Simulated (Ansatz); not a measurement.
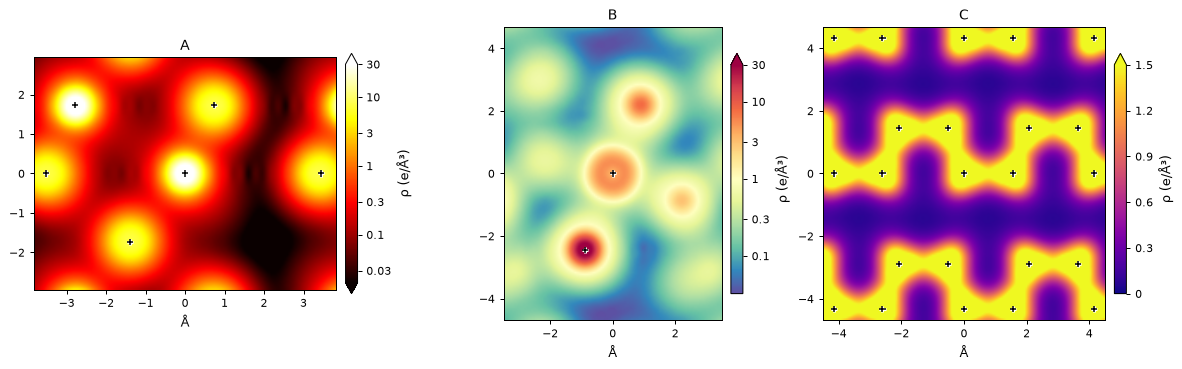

The valence pseudo-density of 3 systems, each on a plane through atoms (crosses mark nuclei in the plane).

Level of theory: Ansatz 0.2.0, DFT, PBEsol, plane waves, PAW.

System 1: C, the (110) plane of the calculation cell. Space group P6₃/mmc; started from the lonsdaleite (2H) prototype, which need not be the ambient phase; changed on purpose from its base cell (shaken).

```
C
1.0
     4.99763    0.00002    0.00000
    -2.49880    4.32808    0.00000
     0.00000    0.00000    4.16087
C
16
Direct
  0.16553 0.33572 0.00087
  0.33220 0.16905 0.50087
  0.16553 0.33572 0.37526
  0.33220 0.16905 0.87526
  0.16553 0.83572 0.00087
  0.33220 0.66905 0.50087
  0.16553 0.83572 0.37526
  0.33220 0.66905 0.87526
  0.66553 0.33572 0.00087
  0.83220 0.16905 0.50087
  0.66553 0.33572 0.37526
  0.83220 0.16905 0.87526
  0.66553 0.83572 0.00087
  0.83220 0.66905 0.50087
  0.66553 0.83572 0.37526
  0.83220 0.66905 0.87526
```

System 2: WSe2, the (101) plane of the conventional cell. Space group P2₁2₁2; started from the rutile prototype, which need not be the ambient phase; changed on purpose from its base cell (shaken).

System 3: Ga2O3, the (110) plane of the conventional cell. Space group P-3m1; started from the A-type La2O3 prototype, which need not be the ambient phase.

```yaml
crystal:
  lattice:
    - [2.99313, 0.00000, 0.00000]
    - [-1.49656, 2.59212, 0.00000]
    - [0.00000, 0.00000, 6.96979]
  atoms:
    - { symbol: Ga, position: [0.33333, 0.66667, 0.20015] }
    - { symbol: Ga, position: [0.66667, 0.33333, 0.79985] }
    - { symbol: O, position: [0.00000, 0.00000, 0.00000] }
    - { symbol: O, position: [0.33333, 0.66667, 0.69494] }
    - { symbol: O, position: [0.66667, 0.33333, 0.30506] }
```

Match each panel to its system.

Panel A is system 3, Ga2O3: the plane holds Ga and O. Ga–O (1.88 Å): the density is about 0.79 e/Å³ at the midpoint. Panel B is system 2, WSe2: the plane holds W and Se. Panel C is system 1, C: the plane holds C. C–C (1.56 Å): the density is about 1.6 e/Å³ at the midpoint.
